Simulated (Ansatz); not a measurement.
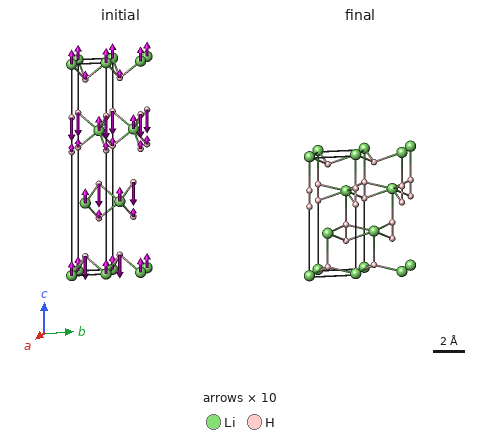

The structure of a crystal of LiH$_{2}$ (built on the 3R molybdenite_160 type) (coarse preliminary run) before (left) and after (right) a relaxation, at one scale. The purple arrows give the displacements (the part carried along by the change of the cell is left out), 10 times their true length.

A ball-and-stick model of the conventional cell (3 times the calculation's cell), repeated 1 × 2 × 1 with one cell outlined, seen slightly off an axis. Lengths and directions refer to the drawn axes.

Case: 3R molybdenite type (R3m, No. 160).

These are results of DFT PBE, scalar-relativistic, plane waves, PAW in Ansatz 0.2.0, not measurements.

The input:
```yaml
crystal:
  lattice:
    - [1.1908635114, 0.6875453689, 4.610843263]
    - [-1.1908635114, 0.6875453689, 4.610843263]
    - [0.0, -1.3750907378, 4.610843263]
  atoms:
    - { symbol: Li, position: [0.0, 0.0, 0.0] }
    - { symbol: H, position: [0.7484, 0.7484, 0.7484] }
    - { symbol: H, position: [0.5849, 0.5849, 0.5849] }
basis:
  ecutwfc: 420
kpoints:
  mp_grid: { grid: [12, 12, 12] }
hamiltonian:
  xc: pbe
scf:
  occupations: { method: gaussian, width: 0.1 }
  lower_state_search: "off"
output:
  forces: true
  stress: true
  eigenvalues: true
relax:
  adjacent_minimum: "off"
  f_tol: 0.04
  max_steps: 70
  cell: { stress_tol: 0.4 }
```

Command:
```bash
ansatz run input.yaml --threads 1 --pin off --max-ram 2560MiB --backend cpu --events-out ev --progress --plain --runs-dir out
```

### What changed between the two?

H2 moves most relative to the cell: 0.16 Å along −c. Largest moves by element: H 0.16 Å, Li 0.10 Å. The volume changes by +1.2 %, with a = b 2.382 → 3.193 Å (+34.0 %), c 13.833 → 7.792 Å (−43.7 %). Some distances before and after: Li1–H2 3.480 → 2.215 Å, H2–H3 2.262 → 1.058 Å, Li1–Li1 2.382 → 3.193 Å, Li1–H3 1.780 → 1.963 Å. Bond angles that change, for instance: H2–Li1–H2 84.0° → 116.0°, Li1–H2–Li1 84.0° → 116.0°, H3–Li1–H3 84.0° → 108.8°. The space group stays R3m (No. 160). Over 16 accepted moves (18 points after the start) the energy falls by 286 meV per atom. Largest force component: 0.42 eV/Å at the start, 0.0048 eV/Å at the end. The pressure goes from 4.82 to 0.00 GPa. At 2 points the geometry stayed and the basis and grid were re-selected for the new cell (energy shift of 16.3 meV per atom at most each time). The run took 65 s on 1 thread of Intel(R) Xeon(R) Platinum 8375C CPU @ 2.90GHz (Ice Lake), with other jobs on the host, peak memory 0.39 GiB.
